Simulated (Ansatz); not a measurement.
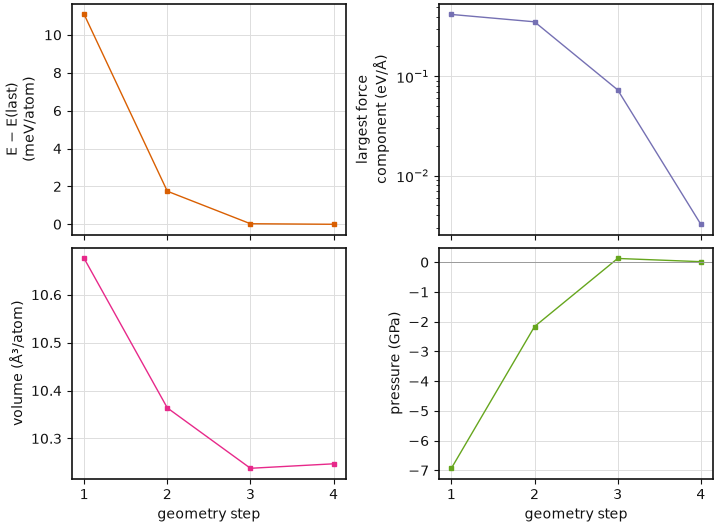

History of a geometry optimisation. Atoms and cell relax. A closing SCF on a freshly chosen basis isn't drawn.

- system: LaB₆ (Pm-3m, 7 atoms in the cell)
- method: Ansatz 0.2.0, DFT, PAW plane waves, PBE; cutoff 420 eV, 6×6×6 k-mesh, Gaussian smearing of 0.0343 eV

**How did it end, and what did it gain?**

The optimisation met its thresholds at geometry 4, counting the start as the first. The energy fell by about 11 meV/atom from the first step to the last. The largest force component goes from about 0.42 eV/Å at the start to 3 × 10⁻³ eV/Å at the end.

**Was the starting cell too large or too small?**

The volume shrinks from 10.68 to 10.25 Å³ per atom (−4.0 %), as the pressure goes from −6.9 GPa to about 0 GPa. The start was expanded.
